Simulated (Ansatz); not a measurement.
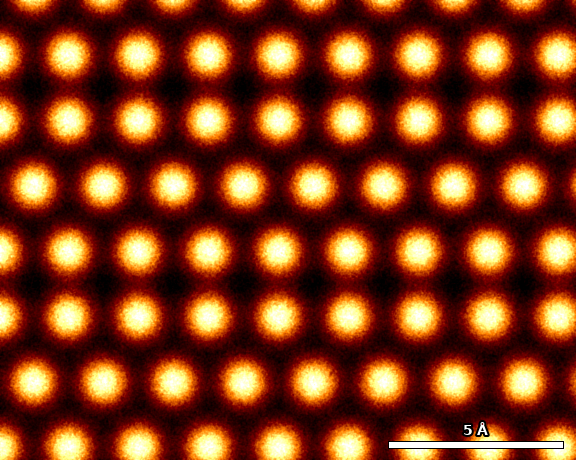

HAADF-like image of Br (P6/mmm, No. 191). Simulation: incoherent imaging, intensity Z^1.7 per atom, probe width 1.07 Å, thin sample. The probe carries 15 % of its weight in a tail 2.5 times as wide. Shot noise was added. Model: the geometry relaxed with Ansatz 0.2.0, DFT r2SCAN, scalar-relativistic, plane waves, PAW; the starting structure was generated, so it need not be a known form of this composition.

Space group P6/mmm (No. 191). a = 6.568 Å, b = 6.568 Å, c = 2.583 Å, α = 90.00°, β = 90.00°, γ = 120.00°
```
atom  site  symmetry       x       y       z
  Br    1a     6/mmm  0.0000  0.0000  0.0000
  Br    2d      -6m2  0.3333  0.6667  0.5000
```

**Which beam direction gives this image, [001], [102] or [201]? (Directions equivalent by symmetry count as one.)**

[102]. The projected cells are 3.79 × 3.79 Å, 120° for [001]; 2.03 × 5.69 Å, 90° for [102]; 1.27 × 2.00 Å, 108° for [201], and the image repeats as the [102] one does.
